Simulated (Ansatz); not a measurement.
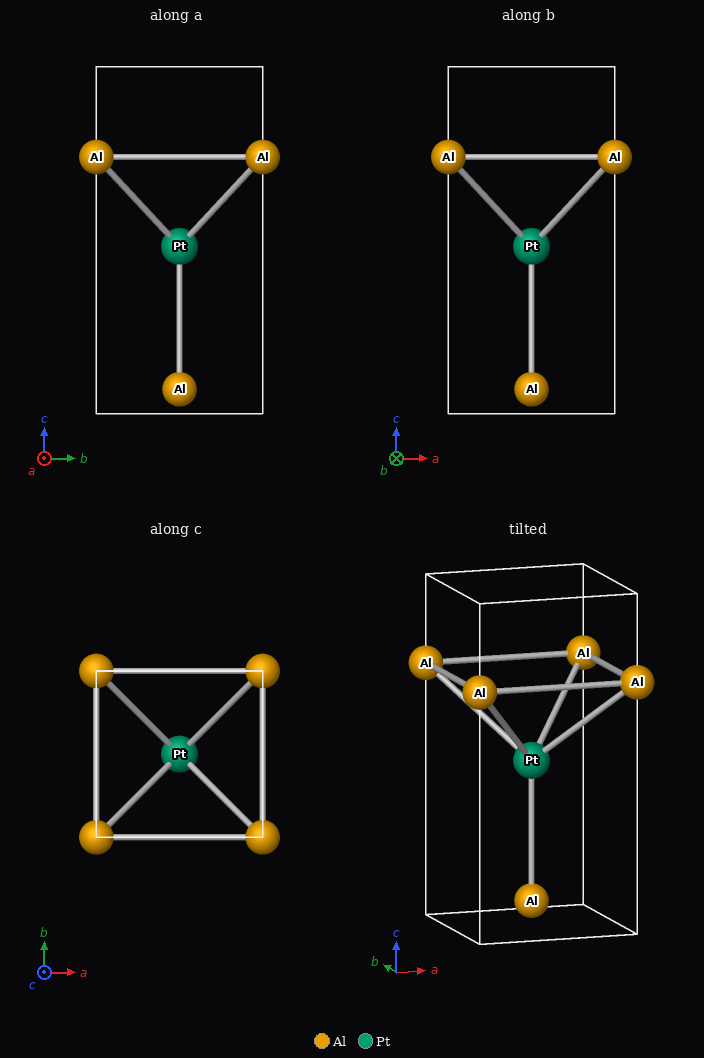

Drawn in the ball-and-stick manner and seen along the a axis, along the b axis, along the c axis and slightly off an axis. The edges of the conventional unit cell are marked.

Lattice parameters: a = 2.888 Å, b = 2.888 Å, c = 6.024 Å, α = 90.00°, β = 90.00°, γ = 90.00°.

Write down what is shown as a table of Wyckoff sites, with free fractional coordinates to two decimals.

Space group P4mm (No. 99).
```json
{"atom": "Al", "site": "1a", "x": "0.00", "y": "0.00", "z": "0.74"}
{"atom": "Al", "site": "1b", "x": "0.50", "y": "0.50", "z": "0.07"}
{"atom": "Pt", "site": "1b", "x": "0.50", "y": "0.50", "z": "0.48"}
```

Origin of the cell: a random cell made by a generator, so it need not be a real form of the compound. Relaxation method: DFT PBE, scalar-relativistic, plane waves, PAW (Ansatz 0.2.0).
